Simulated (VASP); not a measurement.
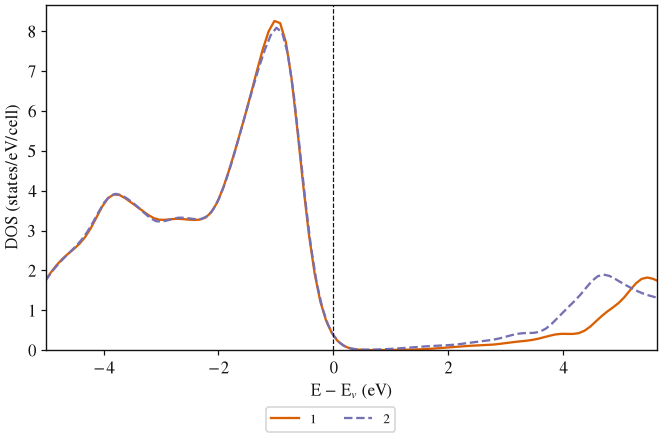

Total densities of states of rutile-type SnO2, space group P4_2/mnm, 6 atoms in the cell (a = 4.830 Å, c = 3.242 Å (tetragonal axes)), by two methods on the same cell. The DOS curves are built from the levels of the k mesh with Gaussians 0.55 eV wide, which also blur the band edges; ripples of that width can come from the mesh. Each is counted from its own valence-band top.

Which curve is which? The methods: PBE, r2SCAN.

1 is r2SCAN; 2 is PBE. r2SCAN gives a gap of 1.32 eV and PBE gives a gap of 0.64 eV.

Settings. r2SCAN: VASP PAW PBE potentials, release 64 (Sn_d, O), no spin polarisation, no spin-orbit coupling, 8×8×10 k mesh, 450 eV cutoff, Gaussian smearing of 0.02 eV (VASP 6.6.1). PBE: VASP PAW PBE potentials, release 64 (Sn_d, O), no spin polarisation, no spin-orbit coupling, 8×8×10 k mesh, 600 eV cutoff, Gaussian smearing of 0.02 eV (VASP 6.6.1).

Gaps are the smallest over all k points computed. LDA, GGA and most meta-GGA functionals understate gaps. The cell was derived from a database entry in an earlier step, so it needn't be the measured one. r2SCAN: the PAW data sets were made with another functional.
